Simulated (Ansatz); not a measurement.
**Ir: single-point calculation**

The run: single-point calculation of Ir (P6₃/mmc, 2 atoms in the cell). Method and program: DFT r2SCAN, scalar-relativistic, plane waves, PAW, no spin polarisation (Ansatz 0.2.0).

The structure derives from a Materials Project entry. It belongs to a series of runs on one base structure; here: ratio of the length along z to the lengths across it x 0.96, volume and fractional coordinates fixed. Figures and captions count atoms from 1; the log counts them from 0 in places.

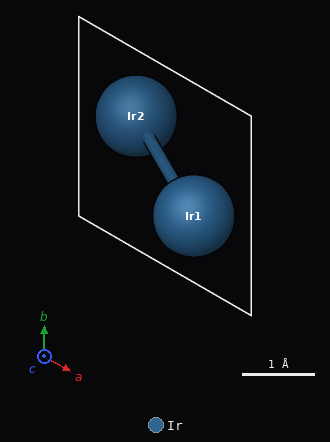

Fig. 1: The structure (ball-and-stick view of the cell of the calculation, along the c axis; atoms are numbered from 1 in the order of the input). An atom can appear more than once, as a periodic image.

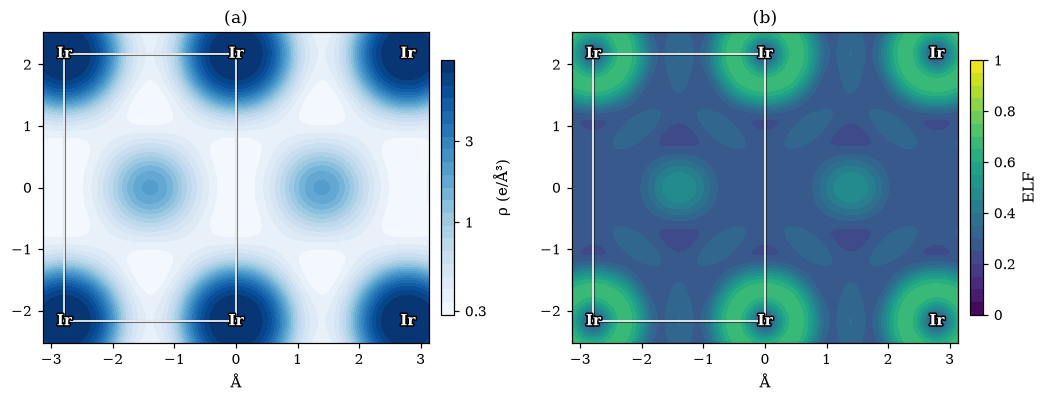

Fig. 2: (a) valence charge density (pseudo); (b) electron localisation function on the (100) plane of the conventional cell. The section cuts through Ir sites. Ir–Ir (2.79 Å): the density is about 0.39 e/Å³ at the midpoint; the ELF is about 0.35 at the midpoint, as expected for nearly free electrons, as in a simple metal. Away from the nuclei the density in this plane falls to 0.29 e/Å³ at its lowest. The strong features right at Ir lie inside the PAW spheres (semicore, d or f shells) and say nothing about bonding. The fields are those of the smooth PAW valence density.

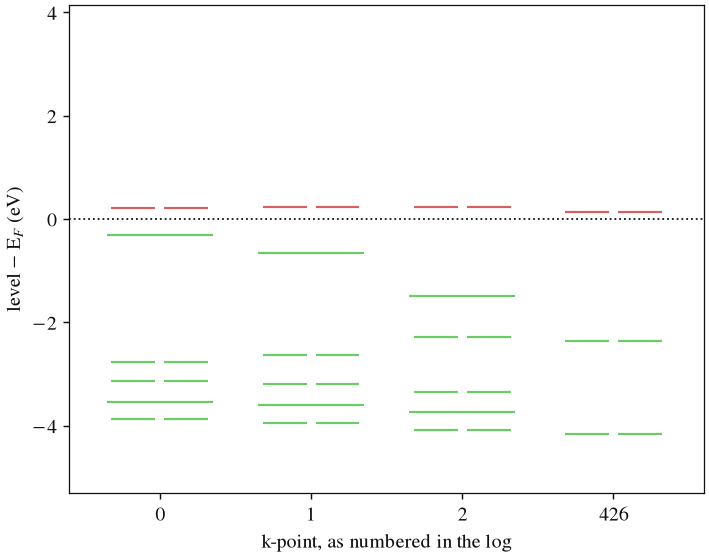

Fig. 3: Kohn–Sham levels near the Fermi level (dotted) at the few k-points that the log prints; levels within 0.02 eV of each other stand side by side. The system is metallic on the full mesh.

The input and output of the run follow.

### The input
```yaml
crystal:
  lattice:
    - [2.7890726868, 0.0, 0.0]
    - [-1.3945363434, 2.4154077998, 0.0]
    - [0.0, 0.0, 4.3424878629]
  atoms:
    - { symbol: Ir, position: [0.6666666667, 0.3333333333, 0.75] }
    - { symbol: Ir, position: [0.3333333333, 0.6666666667, 0.25] }
basis:
  ecutwfc: 500
kpoints:
  mp_grid: { grid: [24, 24, 12] }
hamiltonian:
  xc: r2scan
scf:
  occupations: { method: gaussian, width: 0.15 }
output:
  forces: true
  stress: true
  eigenvalues: true
  write_density: true
  write_potential: true
  elf: true
  volumetric_format: npy
```

Run as:
```bash
ansatz run input.yaml --threads 1 --pin off --max-ram 2560MiB --backend cpu --events-out ev --progress --plain --runs-dir out
```

### The program's output
```
Engine: ansatz 0.2.0, aarch64-unknown-linux-gnu
Pseudopotentials: kind: paw
Pseudopotential: Ir, paw, valence charge 17, recommended cutoff 500 eV (meta_gga), Ir.paw.azcp
Functional definition: r2SCAN
  parameter k0 = 0.174
  parameter k1 = 0.065
  parameter a1 = 4.9479
  exchange = r2scan_x(k0 = k0, k1 = k1, a1 = a1)
  correlation = r2scan_c
Crystal: 2 atoms, lattice volume = 29.254 Å³
Basis set: ecut = 500 eV, 747 PW (Γ), exchange–correlation on 96×96×128 points (64 copies of the dense FFT grid, shifted against one another)
Bands: 21, of which v1, the nominal top of the filled ones, is band 17 counted from 1 (16 counted from 0)
Symmetry: 24 space group operations
Space group: P63/mmc (ITA 194), of the structure as read, at distance tolerance 3.1e-5 Å
k-points: 427 of 6912
Non-local potential: Ir, projectors of the file, l = 0: 3, l = 1: 2, l = 2: 2, l = 3: 1
PAW form: soft (Blöchl's): semilocal exchange-correlation on the pseudo side does not see the compensation charge
PAW frozen core: Ir, regenerated for the run's functional (the file was generated under x = pbe(κ = 0.804, μ = 0.2195149727645171), c = pbe(β = 0.06672455060314922))
PAW one-centre angular grid: Ir, 590 points (default); XC on 160 Gauss nodes
Initial density: superposition of atomic densities (neutral atoms: chi_scale 0, normalization atom), corrected by the library's trained network
Initial wavefunctions: pseudopotential atomic-orbital guess
Functional: x = r2scan, c = r2scan; τ floored in thin density (d = 2e-4 eV/Å³)
SCF iter   1: F=—  HF=-23897.167810 eV  |F-HF|=—  |Δ(HF+E_count)|=         —  Δρ=1.08e-2  dr2=9.35e-3  dr2_τ=5.24e-2  ethr=1.77e-3  ⟨swp⟩=4.8  Hψ=34609  notcnv=0
preconditioner: auto → none  [metal: Δε(μ)=0.005 eV  Ē_g=8.124 eV  σ=0.150 eV  W_gap=0.02  n_scr=8 (ndim 8)  ℏωp=29.1 eV  f_vac=0.000  D(μ)=2.62/eV (n_scr^D=34)  sad-step TF]
SCF iter   2: F=—  HF=-23897.221022 eV  |F-HF|=—  |Δ(HF+E_count)|=   5.32e-2  Δρ=6.61e-3  dr2=3.98e-3  dr2_τ=5.91e-4  ethr=2.75e-5  ⟨swp⟩=2.0  Hψ=16323  notcnv=0
SCF iter   3: F=—  HF=-23897.226280 eV  |F-HF|=—  |Δ(HF+E_count)|=   5.26e-3  Δρ=1.34e-3  dr2=5.10e-4  dr2_τ=7.51e-5  ethr=1.17e-5  ⟨swp⟩=2.1  Hψ=13212  notcnv=0
SCF iter   4: F=—  HF=-23897.226267 eV  |F-HF|=—  |Δ(HF+E_count)|=   1.36e-5  Δρ=3.61e-4  dr2=2.26e-5  dr2_τ=4.48e-6  ethr=1.50e-6  ⟨swp⟩=2.0  Hψ=12780  notcnv=0
SCF iter   5: F=—  HF=-23897.226359 eV  |F-HF|=—  |Δ(HF+E_count)|=   9.22e-5  Δρ=2.22e-4  dr2=1.19e-5  dr2_τ=1.01e-6  ethr=6.65e-8  ⟨swp⟩=2.0  Hψ=12814  notcnv=0
SCF iter   6: F=—  HF=-23897.226384 eV  |F-HF|=—  |Δ(HF+E_count)|=   2.53e-5  Δρ=2.40e-5  dr2=1.28e-7  dr2_τ=7.18e-9  ethr=3.49e-8  ⟨swp⟩=2.0  Hψ=12912  notcnv=0
SCF iter   7: F=-23897.226384 eV  HF=-23897.226384 eV  |F-HF|=1.27e-8  |Δ(HF+E_count)|=   2.99e-7  Δρ=7.64e-6  dr2=1.34e-8  dr2_τ=8.02e-10  ethr=2.94e-10  ⟨swp⟩=9.2  Hψ=60959  notcnv=0
SCF 1 converged in 7 iterations: F = -23897.226384 eV  dr2 = 1.34e-8
  greatest PAW one-centre occupation: 1.000 electrons in one spin orbital (limit 2), on the Ir atom at site 1 (counted from 0), in its partial waves of l = 0
SCF converged after 7 iterations
Free energy (F): -23897.226384 eV
Harris-Foulkes:  -23897.226384 eV  (|F-HF|=1.27e-8)
Internal energy: -23897.197042 eV  (E = F + TS)
E sigma→0 (E₀):  -23897.211713 eV
Entropy (-TS):   -0.029342 eV (-14.671 meV/atom)
Fermi energy:    24.691575 eV
--- Per-component energies (eV) ---
  E_band       = -231.588223
  E_kinetic    = 1245.002273
  E_local      = -2213.552966  (includes V_loc(G=0)·N_el)
  E_nonlocal   = 147.835279
  E_hartree    = 846.347849
  E_xc         = -509.950184
  E_vxc        = -665.785128  (∫ρ·V_xc dr)
  E_paw        = -18499.258839  (= ΣΔE_a)
  E_vpaw       = -479.182400  (= ΣTr[D̂ρ^β])
  E_aug_tail   = -0.000036  (compensation charges beyond the density's cutoff)
  E_vtau       = 41.394957  (kinetic-family band-sum trace: ∫τ·v_τ [+ j·A + Jᵃ·Aᵃ] dr)
  E_ewald      = -4912.986631
  E_core_change = -0.633787  (= ΣΔE_core)
  E_smearing   = -0.029342  (= −TS)
  E_closure    = -0.000000  (closes the sum)
  Σ components = -23897.226384   (vs F -23897.226384, Δ=0.00e0)
--- Forces (eV/Å), atoms counted from 1 ---
  atom   1  Ir    -0.00000000     0.00000000    -0.00000000
  atom   2  Ir    -0.00000000    -0.00000000     0.00000000
  max |Σ_I F_I| component: 2.78e-17 eV/Å
--- Stress (GPa, compression-positive) ---
      -12.115294      -0.000000      -0.000000
        0.000000     -12.115294      -0.000000
       -0.000000      -0.000000       0.686385
  P = ⅓ Tr σ = -7.8481 GPa (-78.481 kbar)
--- Band table (eV; the first three rows and the last of 427) ---
  k-point 0: bands = ["-70.2995", "-70.2198", "-27.0048", "-26.3072", "-26.3072", "-26.1677", "-26.1677", "-26.1559", "13.3623", "16.5615", "20.8122", "20.8122", "21.1393", "21.5490", "21.5490", "21.9221", "21.9221", "24.3864", "24.9096", "24.9096", "32.3930"]
  k-point 1: bands = ["-70.2982", "-70.2212", "-26.9910", "-26.3048", "-26.3048", "-26.1710", "-26.1701", "-26.1701", "13.4481", "16.5738", "20.7423", "20.7423", "21.0931", "21.4939", "21.4939", "22.0621", "22.0621", "24.0407", "24.9190", "24.9190", "32.8592"]
  k-point 2: bands = ["-70.2942", "-70.2252", "-26.9503", "-26.2979", "-26.2979", "-26.2152", "-26.1770", "-26.1770", "13.7010", "16.6000", "20.6094", "20.6094", "20.9632", "21.3453", "21.3453", "22.4005", "22.4005", "23.2073", "24.9276", "24.9276", "34.0604"]
  k-point 426: bands = ["-70.2212", "-70.2212", "-26.8044", "-26.8044", "-26.5795", "-26.5795", "-26.2866", "-26.2866", "18.2865", "18.2865", "19.2392", "19.2392", "20.5272", "20.5272", "22.3303", "22.3303", "24.8349", "24.8349", "31.7077", "31.7077", "32.6924"]
```

### Summary

| quantity | value |
| --- | --- |
| outcome | converged |
| space group (tolerance 0.01 Å) | P6₃/mmc (194) |
| electrons treated | 34 |
| free energy | −23897.2264 eV |
| Fermi energy | 24.692 eV |
| gap on the k-point mesh | none (metallic) |
| pressure | −7.85 GPa |
| largest force (length of the vector) | under 0.001 eV/Å |
| hardware | 1 thread of Arm Neoverse N1, 24 GiB of memory available, shared host |
| wall time | 60 s |
| peak memory | 0.56 GiB |

### Remarks

Spin–orbit coupling is left out, which matters for Ir.
